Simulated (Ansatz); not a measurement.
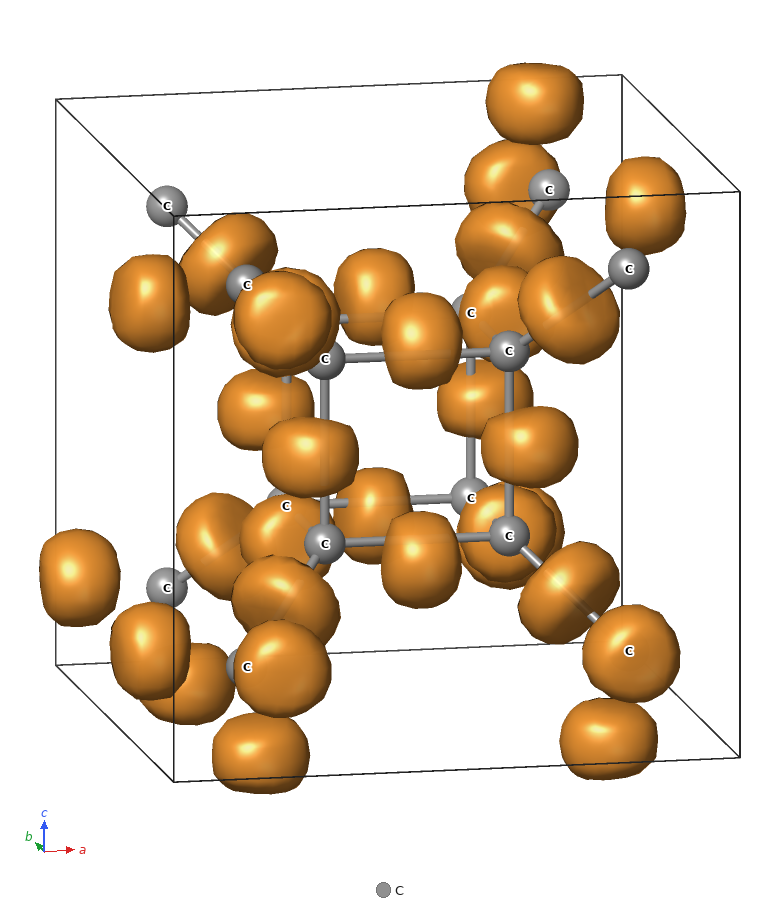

Figure 1: C. Isosurface of the electron localisation function at 0.8 (orange), seen slightly off an axis. Core shells and regions of very low density are left out. Sticks mark near contacts.

Space group Im-3m; a structure from a database of computed crystals, not necessarily the ambient phase.

Level of theory: DFT r2SCAN, scalar-relativistic, plane waves, PAW in Ansatz 0.2.0.

Describe the localisation domains.

The surface consists of 32 regions between bonded C–C atoms (shared pairs), counted in one cell of 16 atoms. Any copies at cell faces, edges or corners count once. Along the contacts the grid gives the following. C–C (1.47 Å): the ELF peaks at about 0.95 between the atoms (localised, covalent bonding). C–C (1.58 Å): the ELF peaks at about 0.95 between the atoms: a shared electron pair.

Does the calculation give a band gap?

It is gapped, with a Kohn–Sham gap of 3.1 eV on the k-point mesh (the band edges may lie off the mesh, which would make the gap smaller).
